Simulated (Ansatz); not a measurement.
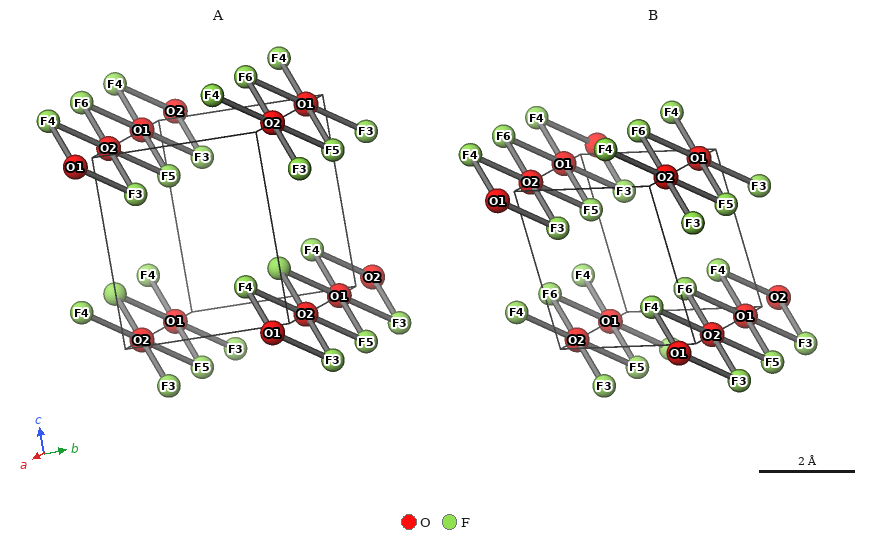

Two geometries of solid OF$_{2}$ (built on the SiS2-72 type type), drawn at one scale. One is the start of a relaxation, the other its converged end. The picture is a ball-and-stick view of the reduced cell, seen slightly off an axis. Lengths and directions refer to the drawn axes.

The calculation used Ansatz, DFT, r2SCAN+rVV10, plane waves, PAW. Set-up: plane-wave cutoff 500 eV; k-point mesh 6 × 6 × 6; occupations fermi dirac; smearing width 0.03 eV; no spin polarisation; cell and atoms relaxed; force threshold 0.01 eV/Å; at most 120 steps.

### Which of the two is the end point?

Structure B is the relaxed one. The largest moves relative to the cell, 0.10 Å, are those of F3, F4, F5 and F6. F5 goes along [0 1 −1]. O stays in place. The drawn cell changes as follows: a 4.949 → 4.935 Å (−0.3 %), b = c 5.159 → 4.526 Å (−12.3 %), α 64.6° → 68.1°, β 61.3° → 57.0°, γ 61.3° → 57.0°; the volume changes by −27.9 %. The space group stays Cmmm (No. 65). The energy falls by 25.5 meV per atom in 10 accepted moves (12 points after the start). The largest force component goes from 0.062 to 0.00019 eV/Å. Pressure: −0.45 GPa at the start and 0.00 GPa at the end. The SCF was repeated twice at an unchanged geometry on a basis and grid sized afresh for the cell, which shifted the energy by 3.1 meV per atom at most.
